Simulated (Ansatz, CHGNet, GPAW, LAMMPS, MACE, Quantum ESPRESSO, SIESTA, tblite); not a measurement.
# Glassy 68SiO2-14MgO-11ZnO-7BaO (mol %) (75 atoms) in tblite

Aim: run glassy 68SiO2-14MgO-11ZnO-7BaO (mol %) (75 atoms) in tblite and see how near its forces come to a plane-wave reference, and at what cost.

Method: the method is named at each step, in tblite 0.8.0.

## (1) Set-up

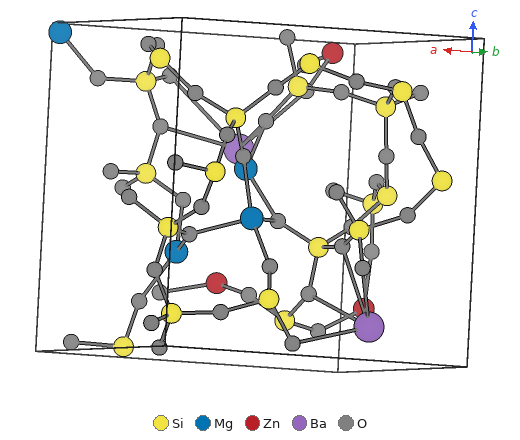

The starting structure, seen from a free direction (silicon yellow, magnesium blue, zinc red, barium purple, oxygen grey).

The cell holds 75 atoms: 19 Si, 4 Mg, 3 Zn, 2 Ba and 47 O. Cell: a = 10.675 Å, b = 10.675 Å, c = 10.675 Å, α = 90.0°, β = 90.0°, γ = 90.0°. 75 atoms (19 Si, 4 Mg, 3 Zn, 2 Ba, 47 O) placed at random at 2.53 g/cm³, melted at 4000 K for 10 ps at fixed volume with the Morse and Coulomb pair potential with partial charges (Pedone, Malavasi, Menziani, Cormack and Segre, J. Phys. Chem. B 110, 11780 (2006)). Quenched from 4000 K to 300 K at 25 K/ps and fixed volume, held 5 ps, then minimised at fixed cell.

The yardstick, on the same geometry:

* method: Kohn-Sham DFT, PBE, SSSP efficiency 1.3.0 pseudopotentials, plane waves (Quantum ESPRESSO 7.5); sssp-pbe-1.3.0-efficiency, cutoffs 60/480 Ry, Γ point
* r.m.s. force component: 0.8484 eV/Å
* longest force: 2.977 eV/Å
* pressure: 0.5213 GPa
* gap (highest filled to lowest empty level): 2.283 eV
* time: 3.7 min on 4 MPI ranks of Arm Neoverse V1, shared host
* CPU time: 15 min

## (2) GFN1-xTB

Method: GFN1-xTB tight binding, diagonalisation.

run.py reads:

```python
import numpy as np
from ase.io import read
from tblite.ase import TBLite

atoms = read("structure.xyz")
atoms.calc = TBLite(method="GFN1-xTB", electronic_temperature=580, accuracy=1.0, max_iterations=250, mixer_damping=0.4, verbosity=1)
energy = atoms.get_potential_energy()
forces = atoms.get_forces()
print(f"energy {energy:.6f} eV")
print("forces (eV/A)")
for i, (a, f) in enumerate(zip(atoms, forces)):
    print(f"{i:4d} {a.symbol:2s} {f[0]:10.5f} {f[1]:10.5f} {f[2]:10.5f}")
stress = -atoms.get_stress(voigt=False) * 160.21766
print("stress (GPa, compression positive)")
for row in stress:
    print(" ".join(f"{x:10.4f}" for x in row))
print("charges (e)")
print(np.array2string(atoms.get_charges(), precision=4, suppress_small=True, max_line_width=110, threshold=100000))
```

structure.xyz reads:

```xyz
75
Lattice="10.67530 0.00000 0.00000 0.00000 10.67530 0.00000 0.00000 0.00000 10.67530" Properties=species:S:1:pos:R:3 pbc="T T T"
Si 3.56342 9.52013 4.23916
Si 3.74714 4.18931 1.37306
Si 8.95754 3.20793 0.20689
Si 9.42640 6.08150 9.51340
Si 7.96858 1.98230 5.92810
Si 2.45062 9.88255 8.81139
Si 1.18432 10.58456 5.97432
Si 8.78929 9.63958 5.80267
Si 3.57868 6.27387 3.73273
Si 9.47219 8.24624 1.17556
Si 7.30361 7.61853 7.68547
Si 6.55890 9.40259 1.80744
Si 7.77162 1.12838 8.94836
Si 0.30382 2.88820 5.41430
Si 3.80681 4.42278 8.97633
Si 1.68905 6.78309 8.41534
Si 9.24150 7.05296 4.00900
Si 1.07436 5.82914 5.57646
Si 5.60048 9.50657 9.52514
Mg 7.64031 4.07796 3.36517
Mg 5.76701 5.05967 6.16659
Mg 6.38682 7.22953 4.47829
Mg 10.51400 0.25450 10.38216
Zn 0.53921 3.14366 1.98112
Zn 4.98964 1.30922 2.55983
Zn 1.74637 2.28377 10.23324
Ba 2.64747 8.60600 1.16105
Ba 4.52868 1.48803 6.94620
O 10.59822 9.27299 0.77492
O 3.44535 7.92321 3.74511
O 0.34481 3.07780 3.85400
O 2.93421 3.06467 8.91035
O 7.46983 1.81662 7.48798
O 4.62027 3.15679 2.16890
O 9.46066 2.58054 5.89084
O 9.16058 0.39050 8.97216
O 10.36497 10.00457 5.99407
O 7.03065 2.96368 5.10717
O 1.14557 1.53874 5.80886
O 4.85182 4.37047 7.78357
O 10.45144 2.36650 0.27905
O 5.56493 9.21342 0.42883
O 8.35385 6.62851 8.43840
O 2.26797 3.51762 1.13094
O 0.81346 4.29595 6.06058
O 6.51642 0.24009 2.17904
O 6.51748 0.13376 9.22880
O 2.24523 5.78868 4.48544
O 1.56084 6.75330 6.81330
O 0.27126 6.28423 8.96544
O 4.54821 9.81071 5.40352
O 10.41034 6.43785 4.93434
O 2.83974 5.75196 8.83488
O 4.86997 5.82882 4.51224
O 1.98016 10.31490 7.36372
O 8.04309 6.01329 3.87716
[... 15 atom lines left out ...]
O 7.93623 2.27000 10.08997
O 4.31261 4.49398 10.54357
O 9.21428 4.56519 10.01204
O 3.77489 10.47941 2.97595
```

Started as:

```console
$ OMP_NUM_THREADS=1 python run.py > output.txt
```

The program printed:

```text
------------------------------------------------------------
  cycle        total energy    energy error   density error
------------------------------------------------------------
      1     -245.4478157268  -2.4663781E+02   1.0874826E+00
      2      810.9076213293   1.0563554E+03   1.3638307E+00
      3      383.9869673811  -4.2692065E+02   1.2211905E+00
      4      308.2109395550  -7.5776028E+01   9.5063093E-01
      5     -138.4441161723  -4.4665506E+02   4.4364474E-01
      6     -245.0913615232  -1.0664725E+02   2.2848859E-01
      7     -185.9650836359   5.9126278E+01   3.2304845E-01
      8     -232.5384763081  -4.6573393E+01   2.1036209E-01
      9     -269.5939935923  -3.7055517E+01   6.4211608E-02
     10     -215.9452396333   5.3648754E+01   2.4578717E-01
     11     -233.8765543365  -1.7931315E+01   1.9888293E-01
     12     -267.2452276511  -3.3368673E+01   5.8464583E-02
     13     -267.8245216091  -5.7929396E-01   5.2622578E-02
     14     -267.9640616159  -1.3954001E-01   5.0477245E-02
     15     -269.9012682519  -1.9372066E+00   1.8899291E-02
     16     -269.6522095237   2.4905873E-01   2.4026243E-02
     17     -269.7153156551  -6.3106131E-02   2.2104357E-02
     18     -269.8833521457  -1.6803649E-01   1.7548295E-02
     19     -270.0496345723  -1.6628243E-01   1.1466830E-02
     20     -270.1283865907  -7.8752018E-02   6.8684208E-03
     21     -270.1719932404  -4.3606650E-02   8.1340423E-04
     22     -270.1710268859   9.6635456E-04   1.2988119E-03
     23     -270.1721985104  -1.1716246E-03   5.9410234E-04
     24     -270.1725134066  -3.1489615E-04   1.4268860E-04
     25     -270.1725293065  -1.5899907E-05   1.9038459E-05
     26     -270.1725275508   1.7556762E-06   4.5968259E-05
     27     -270.1725269511   5.9970381E-07   5.1271806E-05
     28     -270.1725290841  -2.1329703E-06   1.9460663E-05
     29     -270.1725294316  -3.4749763E-07   2.9634184E-06
------------------------------------------------------------
 total:                                   3.750 sec
energy -7351.768992 eV
forces (eV/A)
   0 Si    0.27065   -0.31912   -0.17283
   1 Si   -0.80578    0.58861   -0.21230
   2 Si    1.53921   -0.51145    0.11138
   3 Si    0.16847    0.00218   -0.33083
   4 Si   -0.46027   -0.53545    0.44286
   5 Si    0.18563   -0.57601    1.14230
   6 Si    0.28719    0.11996   -0.32926
   7 Si   -0.06125   -0.01129   -0.32962
   8 Si   -0.18035    1.43834   -0.96327
   9 Si   -0.04687    0.61886    0.24336
  10 Si    0.27702    0.37350    0.20317
  11 Si   -0.23742   -0.74273   -0.39723
  12 Si    0.31728   -0.51642   -0.63786
  13 Si    0.17656   -0.09339    0.19623
  14 Si   -0.17600   -0.47840   -0.06858
  15 Si    0.55273    0.94914    0.35884
  16 Si   -0.55063    0.26976    0.20720
  17 Si   -0.00782   -0.05545    0.69431
  18 Si   -0.65081    0.20952    0.31692
  19 Mg    0.39567    0.16661    0.18122
  20 Mg   -0.22658    0.19205    0.34504
  21 Mg   -0.17450    0.70821   -0.77400
  22 Mg   -0.44128   -0.45932   -0.78272
  23 Zn    0.14244    0.21692    0.39300
[...]
67 O     0.05068    0.42329    0.88322
  68 O     0.01738    0.42028   -0.28610
  69 O    -0.05282    0.44552   -0.87168
  70 O    -0.40070    0.51528   -0.35223
  71 O    -1.50746    0.68505    0.64359
  72 O     1.21287    0.57926    0.26261
  73 O    -0.04710    0.05017   -0.44687
  74 O    -0.20121    1.64636   -2.49376
stress (GPa, compression positive)
   -1.8599     0.3557    -0.3188
    0.3557    -3.9765     0.0065
   -0.3188     0.0065    -1.3829
charges (e)
[ 0.8214  0.8591  0.8764  0.8731  0.8673  0.8463  0.8751  0.9064  0.8688  0.8584  0.9007  0.8591  0.8734
  0.877   0.8518  0.8849  0.8925  0.9075  0.8607  0.7825  0.7753  0.8668  0.7658  1.0353  0.9755  1.0019
  1.2024  1.1828 -0.7104 -0.5118 -0.6292 -0.6929 -0.4912 -0.6417 -0.4309 -0.6197 -0.4197 -0.6715 -0.4852
 -0.6634 -0.6893 -0.5083 -0.4196 -0.6648 -0.452  -0.6274 -0.4677 -0.44   -0.4193 -0.4386 -0.7169 -0.4286
 -0.4556 -0.6467 -0.4521 -0.6344 -0.4452 -0.4855 -0.7153 -0.4368 -0.4643 -0.4247 -0.4988 -0.6113 -0.5221
 -0.6209 -0.6225 -0.4194 -0.4301 -0.4977 -0.4408 -0.4415 -0.48   -0.439  -0.7229]
```

The job ended after 4.3 s (1 thread of Arm Neoverse V1, shared host; peak memory 0.11 GiB).

Banners, paths, timers and routine set-up lines are dropped from the logs unmarked, and long logs keep their key lines alone; longer cuts are marked.

Numbers from this run, and their distance from the reference:

```yaml
r_m_s_force_component: 0.9302 eV/Å
r_m_s_difference_of_force_components: 508.2 meV/Å
longest_difference_of_force_vectors: 2552 meV/Å
force_difference_over_r_m_s_force: 59.9 %
slope_of_forces_against_the_reference_s: 0.9217
correlation_of_force_components: 0.8406
pressure: -2.406 GPa
pressure_difference: -2.928 GPa
```

Length of the force difference by element (eV/Å):

```tsv
element	atoms	mean	most
Ba	2	0.46	0.54
Mg	4	0.68	0.90
O	47	0.47	1.5
Si	19	1.4	2.6
Zn	3	0.86	1.1
```

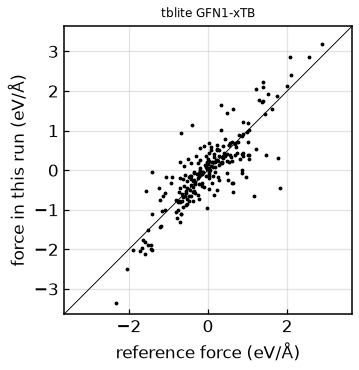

Force components against those of the reference; the line marks equality.

Local excerpt of 11 atoms (numbers count through the whole input) about Ba27, one of the 2 Ba atoms; x, y, z are measured from there.

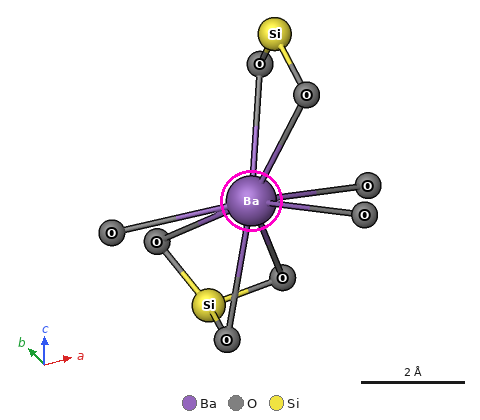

The atoms of the table, within 3.4 Å (arrows a, b, c point along x, y, z); some may hide others; the central atom is ringed.

```tsv
atom	x	y	z	distance (Å)	Mulliken charge (e)	Fx	Fy	Fz (eV/Å)
Ba27	0.00	0.00	0.00	0.00	1.20	0.08	0.24	0.22
O30	0.80	-0.68	2.58	2.79	-0.51	-0.15	-0.24	-1.02
O29	-2.72	0.67	-0.39	2.83	-0.71	2.40	2.10	-0.54
O75	1.13	1.87	1.81	2.84	-0.72	-0.20	1.65	-2.49
O63	-0.63	-0.31	-2.83	2.92	-0.50	-0.15	-0.26	0.72
O42	2.92	0.61	-0.73	3.07	-0.51	-1.00	-0.50	0.50
O59	-0.82	2.31	-1.97	3.14	-0.72	-0.77	1.00	1.77
Si6	-0.20	1.28	-3.02	3.29	0.85	0.19	-0.58	1.14
O70	0.91	-2.99	1.06	3.30	-0.50	-0.05	0.45	-0.87
Si1	0.92	0.91	3.08	3.34	0.82	0.27	-0.32	-0.17
O65	1.42	1.26	-2.81	3.39	-0.52	0.35	0.38	-0.27
```

Atoms are counted from 1 here, from 0 in the log.

Forces lie 60 % from the reference's, at 0.0048 times its CPU time (on 1 against 4 cores).

## (3) Summary of results

```json
{
  "force difference from the reference": "tblite GFN1-xTB, 60 %",
  "its CPU time": "4.3 s"
}
```

What this shows: Tight binding differs by 60 % (tblite GFN1-xTB); it is another model, with fitted parameters of its own, and the xTB methods hold dispersion. One electronic-structure run takes under half the reference's CPU time: tblite GFN1-xTB, at 60 % in 4.3 s against 15 min; its pressure misses by -2.9 GPa. Periodic xTB results under one method name differ between programs and library versions. The reference's pressure holds the uncorrected Pulay stress of its 60 Ry basis, so small pressure differences, and their order, may be the reference's own error. The quench rate of 25 K/ps is many orders above laboratory rates, so the cell is likely richer in defects and strain than a real sample. The network of bonds at the start is that of the classical potential that made the cell, and needn't be the one that DFT or experiment would give. The reference's stress is far from hydrostatic: its diagonal is 1.5, -2.2, 2.2 GPa, compression counted positive. The electronic-structure runs sample only Γ, in a cell whose shortest periodic width is 11 Å. Spin–orbit coupling is left out, which matters for the levels of the heavy elements.

[Also dropped from logs without a mark: logging warnings of Python, and SIESTA's first energy breakdown and zero terms.]

[Logs are printed without paths, hosts, clocks, repeated set-up lines and the standing remarks that a program may print on its own settings, such as how far it seeks lower states.]

[Hosts, paths, dates, database ids (printed as entryN), source tags and the programs' standing remarks are cut or masked in the printed files.]
